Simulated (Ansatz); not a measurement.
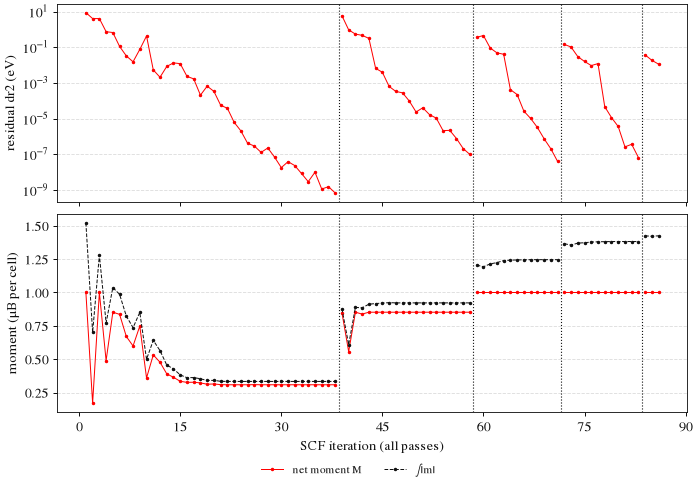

The plot shows the SCF iterations of a calculation: density residual dr2, magnetic moments. The run starts with a semilocal functional; after that each stretch between dotted lines is one SCF of the hybrid functional between two exact rebuilds of the exchange operator by the outer loop. dr2 is the charge part; the magnetisation has a residual of its own.

Program: Ansatz.

```
crystal:
  lattice:
    - [-4.2816067025, 4.2816067025, 4.2816067025]
    - [4.2816067025, -4.2816067025, 4.2816067025]
    - [4.2816067025, 4.2816067025, -4.2816067025]
  atoms:
    - { symbol: Cu, position: [0.001563281, 0.0009360778, 0.245307442] }
    - { symbol: Cu, position: [0.0018280956, 0.4999869935, 0.7558755786] }
    - { symbol: Cu, position: [0.5014936525, 0.0005263205, 0.7508345174] }
    - { symbol: Cu, position: [0.2550357612, 0.4917869906, 0.5224138753] }
    - { symbol: Cu, position: [0.7529689854, 0.0013836317, 0.4993575423] }
    - { symbol: Cu, position: [0.7434128898, 0.4998964598, -0.0055856193] }
    - { symbol: Cu, position: [0.2494313366, -0.0003083177, -0.00313623] }
    - { symbol: Cu, position: [0.4945407282, 0.2494046991, 0.5096180666] }
    - { symbol: Cu, position: [0.0059949294, 0.7527497771, 0.5027565902] }
    - { symbol: Cu, position: [-0.0020079587, 0.2485304975, -0.001290018] }
    - { symbol: Cu, position: [0.494943892, 0.7447220538, -0.0148449378] }
    - { symbol: Cu, position: [0.7428874849, 0.7423432587, 0.7480548395] }
    - { symbol: Cu, position: [0.2555835122, 0.2626105089, 0.7320437437] }
    - { symbol: Cu, position: [0.2497269386, 0.7492771049, 0.2524781822] }
    - { symbol: Cu, position: [0.7529043753, 0.2510732077, 0.2533666049] }
    - { symbol: O, position: [0.4927847409, 0.4932814354, 0.5070494715], spin: 1.5 }
    - { symbol: O, position: [0.0029237378, 0.0013608464, 0.4972659198] }
    - { symbol: O, position: [-0.0012982622, 0.4998784727, 0.0054766842] }
    - { symbol: O, position: [0.5016686927, 0.0034723696, 0.0021726247] }
    - { symbol: O, position: [0.5017668148, -0.0022743848, 0.4996830511] }
    - { symbol: O, position: [0.002825407, 0.5010584743, 0.5052176127] }
    - { symbol: O, position: [-0.0019298396, -0.0024301644, -0.0076627602] }
    - { symbol: O, position: [0.4932535483, 0.4987657942, -0.0148483785], spin: 1.5 }
  host:
    lattice:
      - [4.2816067025, 0.0, 0.0]
      - [0.0, 4.2816067025, 0.0]
      - [0.0, 0.0, 4.2816067025]
    atoms:
      - { symbol: Cu, position: [0.25, 0.25, 0.75] }
      - { symbol: Cu, position: [0.75, 0.25, 0.25] }
      - { symbol: Cu, position: [0.25, 0.75, 0.25] }
      - { symbol: Cu, position: [0.75, 0.75, 0.75] }
      - { symbol: O, position: [0.5, 0.5, 0.5] }
      - { symbol: O, position: [0.0, 0.0, 0.0] }
basis:
  ecutwfc: 420
  xc_grid: 2
kpoints:
  mp_grid: { grid: [3, 3, 3], shift: [0.0, 0.0, 0.0] }
hamiltonian:
  xc: hse06
scf:
  occupations: { method: gaussian, width: 0.01 }
output:
  forces: true
  stress: false
  eigenvalues: true
  populations: true
  charged_corrections: { defect_position: [0.5, 0.5, 0.25] }
  write_density: true
  write_potential: true
  elf: true
  volumetric_format: npy
magnetization:
  spin_polarized: true
relax:
  adjacent_minimum: "off"
  f_tol: 0.025
  max_steps: 45
```

Command:
```bash
ansatz run input.yaml --threads 8 --pin off --max-ram 20480MiB --backend cpu --events-out ev --progress --plain --runs-dir out
```

**Did the calculation converge?**

It was still iterating, at step 86, when the time limit ended it. There are 5 passes, of 38, 20, 13, 12 and 3 iterations. In pass 5, the residual is still falling at the last step (down to 0.011). The program keeps the magnetisation out of the quasi-Newton mixer until iteration 8 and then restarts the mixer with it.

**Read the residual at the first and at the last step drawn.**

It starts near 9 and ends near 0.01 eV.

**How do the moments develop?**

The net moment stays near 1.0 μB per cell, with excursions between 0.2 and 1.0 on the way, though in an unconverged run this needn't be final.
